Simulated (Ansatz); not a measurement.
**Al5GaAs6: density, localisation and related maps**

The calculation's input:

```
crystal:
  lattice:
    - [7.0028213824, 0.0, 0.0]
    - [-3.5014106912, 6.0646212153, 0.0]
    - [0.0, 0.0, 6.6481502]
  atoms:
    - { symbol: Al, position: [0.33363, 0.33363, 0.999409] }
    - { symbol: Al, position: [0.0, 0.66637, 0.999409] }
    - { symbol: Al, position: [0.66637, 0.0, 0.999409] }
    - { symbol: Al, position: [0.6666666667, 0.3333333333, 0.499946] }
    - { symbol: Al, position: [0.3333333333, 0.6666666667, 0.499946] }
    - { symbol: Ga, position: [0.0, 0.0, 0.500566] }
    - { symbol: As, position: [0.334138, 0.334138, 0.373778] }
    - { symbol: As, position: [0.0, 0.665862, 0.373778] }
    - { symbol: As, position: [0.665862, 0.0, 0.373778] }
    - { symbol: As, position: [0.6666666667, 0.3333333333, 0.873999] }
    - { symbol: As, position: [0.3333333333, 0.6666666667, 0.873999] }
    - { symbol: As, position: [0.0, 0.0, 0.875983] }
basis:
  ecutwfc: 420
kpoints:
  mp_grid: { grid: [6, 6, 4] }
  band_path:
    path:
      - [[0.0, 0.0, 0.0], [0.5, 0.0, 0.0], [0.33333333, 0.33333333, 0.0], [0.0, 0.0, 0.0], [0.0, 0.0, 0.5], [0.5, 0.0, 0.5], [0.33333333, 0.33333333, 0.5], [0.0, 0.0, 0.5]]
      - [[0.5, 0.0, 0.5], [0.5, 0.0, 0.0]]
      - [[0.33333333, 0.33333333, 0.5], [0.33333333, 0.33333333, 0.0], [0.33333333, 0.33333333, -0.5]]
    npoints: 10
hamiltonian:
  xc: pbe
scf:
  occupations: { method: gaussian, width: 0.02 }
  n_extra_bands: 30
output:
  forces: true
  stress: true
  eigenvalues: true
  populations: true
  dos: { projected: true, de: 0.02, nscf_kmesh: { grid: [9, 9, 6] } }
  bader: false
  write_density: true
  write_potential: true
  elf: true
  volumetric_format: npy
```

Command:

```sh
ansatz run input.yaml --threads 4 --pin off --max-ram 8192MiB --backend cpu --events-out ev --progress --plain --runs-dir out
```

Below, planes, directions and counts refer to the conventional cell (a = 7.00 Å, b = 7.00 Å, c = 6.65 Å, α = 90.00°, β = 90.00°, γ = 120.00°).

Space group P31m; a structure generated by program, which may or may not match a known phase.

Computed with Ansatz 0.2.0, DFT PBE, scalar-relativistic, plane waves, PAW.

Core electrons are frozen (PAW), and the valence fields are smoothed inside the atomic spheres.

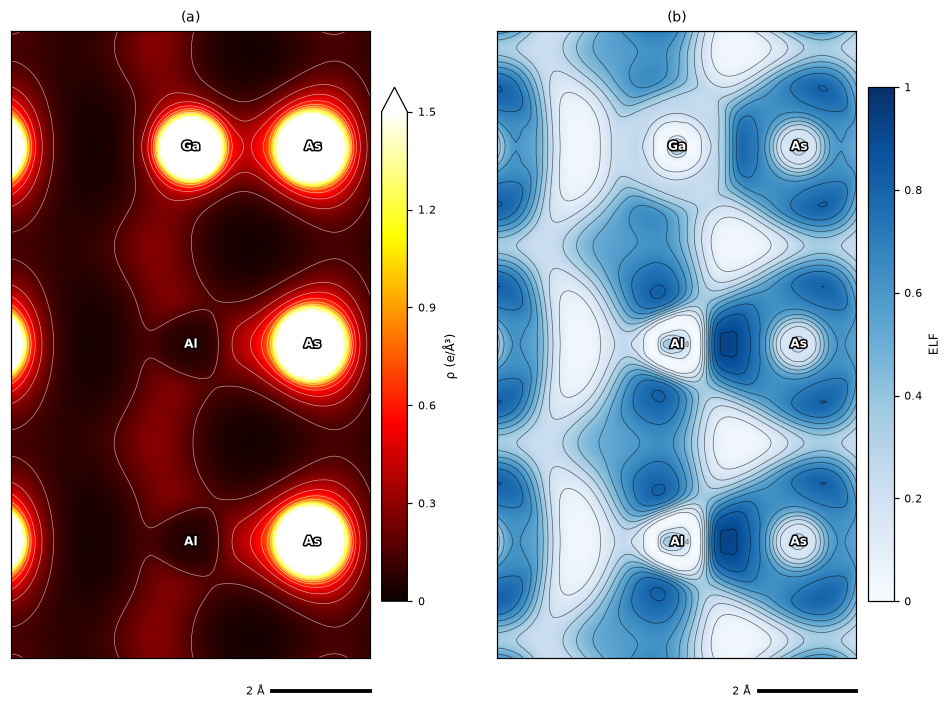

Figure 1. (a) valence pseudo-density; (b) ELF on the (110) plane of the conventional cell.

### Interpret the plot.

Atoms in the plane: Al, Ga and As. Al–As (2.49 Å): ρ is about 0.46 e/Å³ halfway; the ELF peaks at about 0.95 between the atoms: a covalent bond. Ga–As (2.50 Å): ρ at the midpoint is about 0.45 e/Å³; the ELF peaks at about 0.80 between the atoms: localised, covalent bonding. Between the atoms the lowest density in this plane is 0.02 e/Å³.

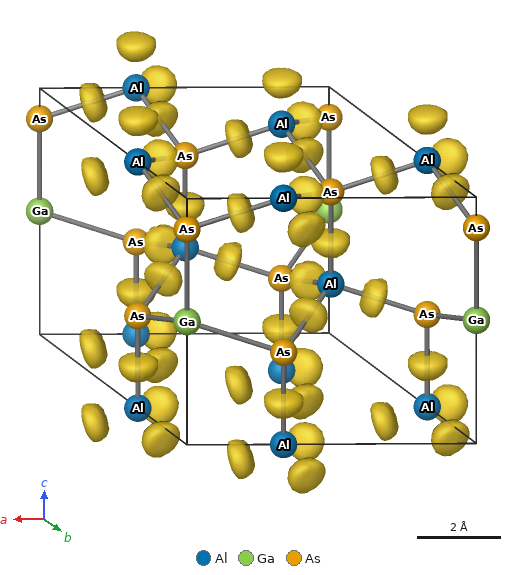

Figure 2. Isosurface of the ELF at 0.85 (yellow), seen at an oblique angle. Core shells and regions of very low density are left out. Sticks mark near contacts.

### Where are the electrons localised?

At this value the surface marks out 20 regions between bonded Al–As atoms (shared pairs), counted in one cell of 12 atoms. Regions shared between cells count once. Along the contacts the grid gives the following. Al–As (2.48 Å): the ELF is about 0.90 at the midpoint. Ga–As (2.49 Å): the ELF peaks at about 0.80 between the atoms, as expected for a covalent bond.

### Does the calculation give a band gap?

It is gapped, with a Kohn–Sham gap of 1.4 eV on the k-point mesh, an upper bound to the gap of this method.
